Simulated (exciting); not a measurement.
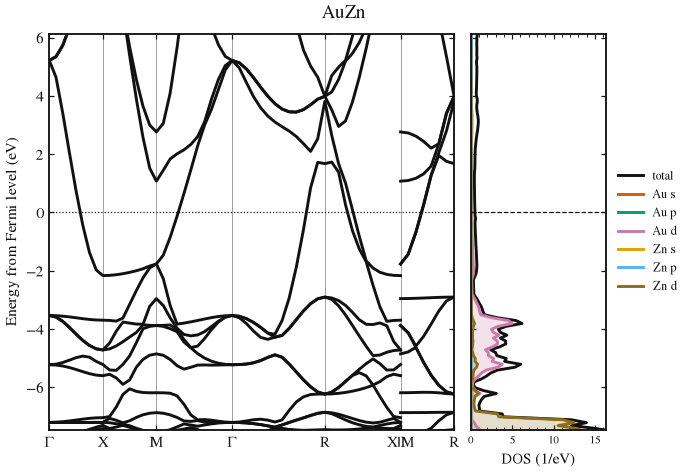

Band structure and density of states. Energies are counted from the Fermi level. The partial curves are projected inside the muffin-tin spheres; the rest of the total lies in parts that aren't drawn and between the spheres.

> What lattice type does the k path imply?

A simple cubic lattice: the path Γ–X–M–Γ–R–X|M–R runs through the special points of its Brillouin zone.

System: CsCl-type AuZn, space group Pm-3m, 2 atoms in the cell.

```cif
data_structure
_symmetry_space_group_name_H-M 'P 1'
_symmetry_Int_Tables_number 1
_cell_length_a 3.1470
_cell_length_b 3.1470
_cell_length_c 3.1470
_cell_angle_alpha 90.000
_cell_angle_beta 90.000
_cell_angle_gamma 90.000
_cell_volume 31.17
loop_
_atom_site_label
_atom_site_type_symbol
_atom_site_fract_x
_atom_site_fract_y
_atom_site_fract_z
_atom_site_occupancy
Au1 Au 0.00000 0.00000 0.00000 1
Zn1 Zn 0.50000 0.50000 0.50000 1
```

exciting sodium; RPBE, all-electron LAPW+lo, shipped species files, valence relativity iora*, no spin polarisation, no spin-orbit coupling, 8×8×8 k mesh, Methfessel-Paxton smearing of 0.1 eV.

> Metal, semiconductor or insulator?

A metal: 2 bands cross the Fermi level along this path.

> On which lines of the path do bands cross the Fermi level?

Bands cross the Fermi level on Γ–X, M–Γ, Γ–R, R–X and M–R, and not on X–M.

> What is the density of states at the Fermi level?

The density of states at the Fermi level is about 0.52 per eV and cell (mean within 0.25 eV), or 0.26 per atom.

Spin-orbit coupling is left out, which matters for Au. Bands are joined in order of energy, so crossings between the computed points show as kinks or gaps.
